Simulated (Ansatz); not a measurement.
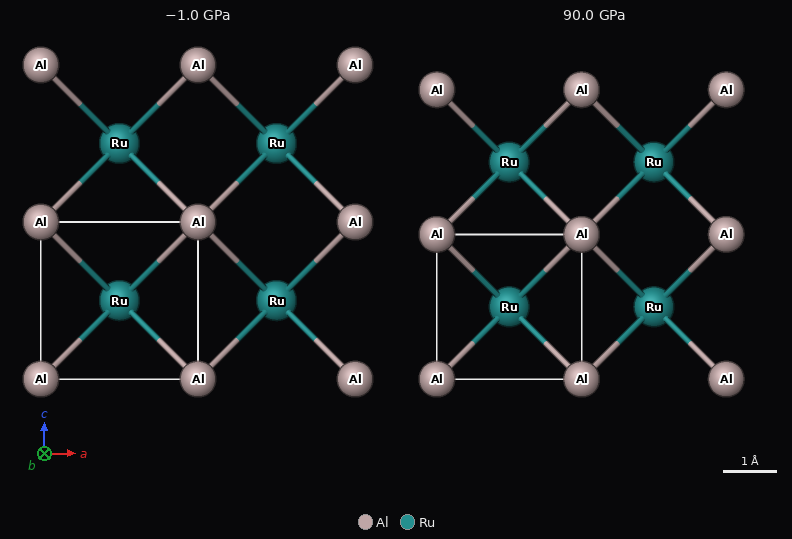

Solid AlRu (set up in Pm-3m), relaxed (cell and atoms) at several target pressures. The picture shows the first and the last member. Style: ball-and-stick. Shown: the cell of the calculation, repeated 2 × 1 × 2 with one cell outlined, along the b axis.

Computed with Ansatz 0.2.0: DFT r2SCAN, scalar-relativistic, plane waves, PAW. Settings: plane-wave cutoff 500 eV; k-point mesh 14 × 14 × 14 at −1.0 to 50.0, 16 × 16 × 16 at 90.0 GPa; occupations gaussian; smearing width 0.1 eV; no spin polarisation; cell and atoms relaxed; force threshold 0.008 eV/Å.

```csv
pressure (GPa),volume (Å³/atom),a (Å)
−1.0,13.327,2.987
0.0,13.265,2.982
1.0,13.207,2.978
4.0,13.035,2.965
12.0,12.636,2.935
25.0,?,?
50.0,11.301,2.827
90.0,10.412,2.751
```

Fill in the missing row.

Answer. Murnaghan's form V = V₀(1 + B′P/B₀)^(−1/B′), with V₀ = 13.265 Å³ from the row at zero pressure, fits the other rows with B₀ = 225 GPa and B′ = 3.85 (largest miss 0.004 Å³). At 25.0 GPa it gives 13.265 × (1 + 3.85 × 25.0/225)^(−1/3.85) = 12.093 Å³ per atom. The calculation gives 12.091 Å³/atom (a = 2.892 Å). The estimate is 0.002 Å³/atom too high. From the first member to the last: Ru–Ru 2.987 → 2.751 Å, Al–Ru 2.587 → 2.383 Å.

The whole series:

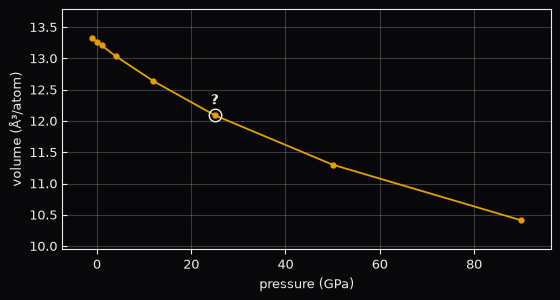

Each member starts from this one structure; whether another phase lies lower wasn't checked.
